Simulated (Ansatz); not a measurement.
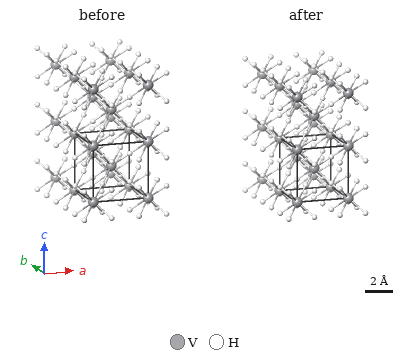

The structure of a crystal of VH4 (a generated structure, set up in Im-3m) (coarse preliminary run) before (left) and after (right) a relaxation, at one scale.

A ball-and-stick model of the conventional cell (2 times the calculation's cell), repeated 1 × 2 × 2 with one cell outlined, seen slightly off an axis. Lengths and directions refer to the drawn axes.

Theory: DFT PBE, scalar-relativistic, plane waves, PAW in Ansatz 0.2.0. Set-up: plane-wave cutoff 420 eV; k-point mesh 6 × 6 × 6; occupations gaussian; smearing width 0.1 eV; collinear spin; cell and atoms relaxed; force threshold 0.04 eV/Å; at most 70 steps.

What changed between the two?

After 3 accepted moves (4 points after the start) the energy has fallen by 80.5 meV per atom. All forces vanish by symmetry, so only the cell relaxes. Pressure: −13.02 GPa at the start and −0.36 GPa at the end. The SCF was repeated once at an unchanged geometry on a basis and grid sized afresh for the cell, which shifted the energy by 1.6 meV per atom at most. The atoms keep their places relative to the cell (all moves are under 0.005 Å). The drawn cell changes as follows: a = b = c 4.413 → 4.111 Å (−6.8 %); the volume changes by −19.1 %. Near-neighbour distances that change, for instance: H–V 1.911 → 1.780 Å. The space group stays Im-3m (No. 229).
